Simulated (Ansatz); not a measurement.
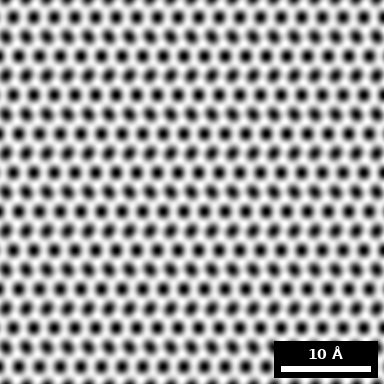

Phase-contrast TEM-like image of Rh (P6_3/mmc, No. 194). Simulated in the weak-phase-object approximation with neutral-atom potentials: 300 kV, Cs = 0.60 mm, defocus −412 Å (negative is underfocus), defocus spread 20 Å, aperture 0.58 1/Å. Structure used: the end point of a relaxation with DFT, PBEsol, plane waves (420 eV) with PAW, scalar-relativistic in Ansatz; the starting structure was generated, so it need not be a known form of this composition.

Space group P6_3/mmc (No. 194). a = 2.677 Å, b = 2.677 Å, c = 8.732 Å, α = 90.00°, β = 90.00°, γ = 120.00°
| atom | site | symmetry | x | y | z |
| --- | --- | --- | --- | --- | --- |
| Rh | 2a | -3m. | 0.0000 | 0.0000 | 0.0000 |
| Rh | 2c | -6m2 | 0.3333 | 0.6667 | 0.2500 |

Which beam direction gives this image, [210], [100], [421] or [310]? (Directions equivalent by symmetry count as one.)

Answer. [100]. The projected cells are 1.34 × 2.18 Å, 90° for [210]; 2.32 × 8.73 Å, 90° for [100]; 2.08 × 2.08 Å, 100° for [421]; 0.88 × 8.73 Å, 90° for [310], and the image repeats as the [100] one does.
